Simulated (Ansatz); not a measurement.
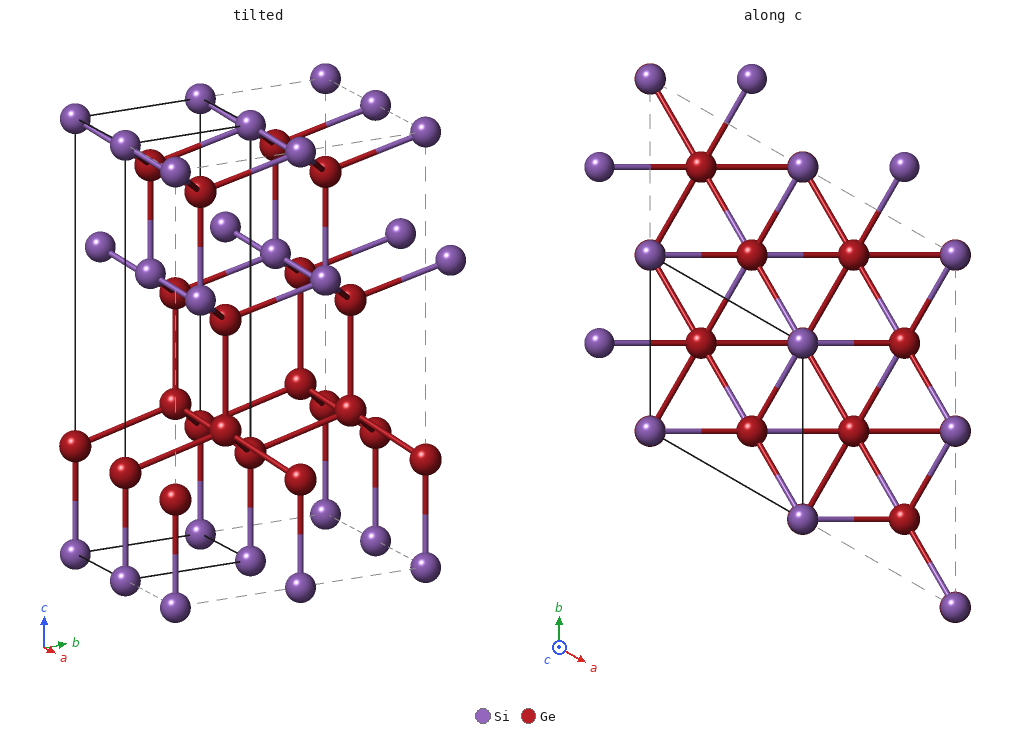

The image is a ball-and-stick drawing of a crystal, viewed slightly off an axis and along the c axis. The solid frame is a single conventional unit cell within a 2×2×1 block. Some neighbours outside the box are added.

SiGe₂, space group P3m1 (No. 156), a = 3.95 Å, b = 3.95 Å, c = 9.66 Å, α = 90.00°, β = 90.00°, γ = 120.00°.

Electronic-structure method: Ansatz 0.2.0, difference of finished runs, DFT, PBE0, plane waves, PAW. Parameters: 420 eV cutoff.

**Does it come out as a metal, or with a gap?**

A semiconductor at this level, with a gap of 1.67 eV.

Source of the structure: a structure type filled with these elements by a generator (whether the compound takes this form wasn't checked). Earlier steps of the study, as a rule a relaxation of our own, may have changed the cell and positions, so they can lie some per cent off the listed ones. An electronic-structure calculation with Ansatz was run on it.
